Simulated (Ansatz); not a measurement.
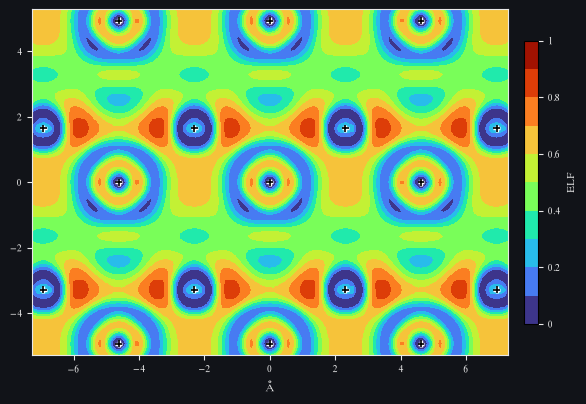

The ELF on a plane through atoms (crosses mark nuclei in the plane).

Level of theory: Ansatz 0.2.0, DFT PBEsol, scalar-relativistic, plane waves, PAW.

Candidates:
A. TiAl, a = 2.85 Å, b = 2.85 Å, c = 13.86 Å, α = 90.00°, β = 90.00°, γ = 60.00°. Space group P-6m2; a structure from a database of computed crystals, not necessarily the ambient phase; computed without spin polarisation.
B. AlAs, a = 5.68 Å, b = 5.68 Å, c = 5.68 Å, α = 90.00°, β = 90.00°, γ = 90.00°. Space group F-43m; a structure from a database of computed crystals, not necessarily the ambient phase.
C. CdS, a = 10.09 Å, b = 10.09 Å, c = 10.09 Å, α = 109.47°, β = 109.47°, γ = 109.47°. Space group P1; not relaxed (largest force 1.5 eV/Å).

Question: Which candidate gave the map?

Answer: Candidate A: TiAl on the (11̄0) plane of the calculation cell, which holds Ti and Al. Ti–Al (2.84 Å): the ELF is about 0.40 at the midpoint.
